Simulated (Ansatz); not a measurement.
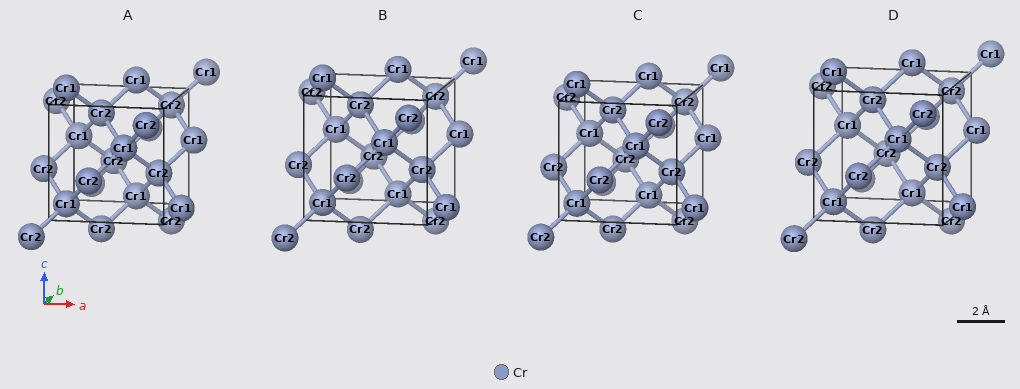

4 geometries from one relaxation of a crystal of Cr (a generated structure, set up in Fd-3m), in shuffled order. Style: ball-and-stick. Shown: the conventional cell (4 times the calculation's cell), slightly off an axis. Lengths and directions refer to the drawn axes.

Phase: diamond.

Level of theory: Ansatz 0.2.0, DFT, r2SCAN, plane waves (500 eV) with PAW, scalar-relativistic. Settings: plane-wave cutoff 500 eV; k-point mesh 11 × 11 × 11; occupations fermi dirac; smearing width 0.05 eV; collinear spin; cell and atoms relaxed; force threshold 0.01 eV/Å; at most 60 steps.

Put them in the order of the run, from the start to the converged end.

Answer. A, C, B, D. They are steps 0, 1, 2, 5, at +0.523 eV per cell of the calculation, +0.283 eV per cell of the calculation, +64.6 meV per cell of the calculation relative to the last. The energy falls by 0.523 eV per cell of the calculation in 4 accepted moves (5 points after the start). All forces vanish by symmetry, so only the cell relaxes. The pressure goes from 17.30 to −0.03 GPa. At 1 point the geometry stayed and the basis and grid were re-selected for the new cell (energy shift of 7.7 meV per cell of the calculation at most each time). The atoms keep their places relative to the cell (all moves are under 0.005 Å). The drawn cell changes as follows: a = b = c 5.060 → 5.684 Å (+12.3 %); the volume changes by +41.8 %. Near-neighbour distances that change, for instance: Cr1–Cr2 2.191 → 2.461 Å. The space group stays Fd-3m (No. 227).
